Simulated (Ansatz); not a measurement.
A periodic structure is given below.

```cif
data_structure
_symmetry_space_group_name_H-M 'P 1'
_symmetry_Int_Tables_number 1
_cell_length_a 5.6074
_cell_length_b 7.8894
_cell_length_c 2.9302
_cell_angle_alpha 90.000
_cell_angle_beta 90.000
_cell_angle_gamma 90.000
_cell_volume 129.63
loop_
_atom_site_label
_atom_site_type_symbol
_atom_site_fract_x
_atom_site_fract_y
_atom_site_fract_z
_atom_site_occupancy
Ti1 Ti 0.00000 0.00000 0.00000 1
Ti2 Ti 0.25000 0.75000 0.50000 1
Ti3 Ti 0.25000 0.25000 0.50000 1
O1 O 0.75516 0.00000 0.50000 1
O2 O 0.50000 0.23771 0.00000 1
O3 O 0.24484 0.00000 0.50000 1
O4 O 0.50000 0.76229 0.00000 1
Ti4 Ti 0.50000 0.50000 0.00000 1
Ti5 Ti 0.75000 0.25000 0.50000 1
Ti6 Ti 0.75000 0.75000 0.50000 1
O5 O 0.25516 0.50000 0.50000 1
O6 O 0.00000 0.73771 0.00000 1
O7 O 0.74484 0.50000 0.50000 1
O8 O 0.00000 0.26229 0.00000 1
```

Q: Before looking at a picture, describe the arrangement of atoms.

A: The solid is Ti$_{3}$O$_{4}$. The symmetry is that of Cmmm (No. 65), on a base-centred orthorhombic lattice. The cell comprises 2 formula units: 6 Ti, 8 O. By contacts within bonding range, the coordination numbers are Ti 14 to 16 (mean 14.7) and O 4 to 5 (mean 4.5).

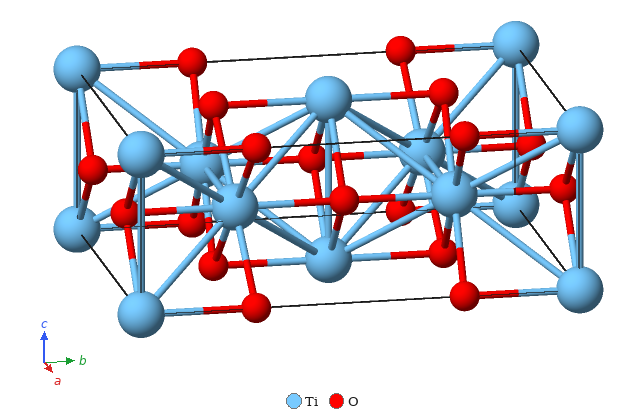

View slightly off an axis, drawn as a ball-and-stick model. Thin lines show the conventional unit cell, with boundary atoms drawn in all their periodic places. Colours: titanium blue, oxygen red.

Provenance: a structure listed in the Materials Project. It was relaxed at fixed volume with Ansatz 0.2.0, DFT r2SCAN, scalar-relativistic, plane waves, PAW.

At this level of theory the run's own cell isn't at rest (compressed, at 22 GPa), so its distances can differ from those at equilibrium, the more so the softer the solid.
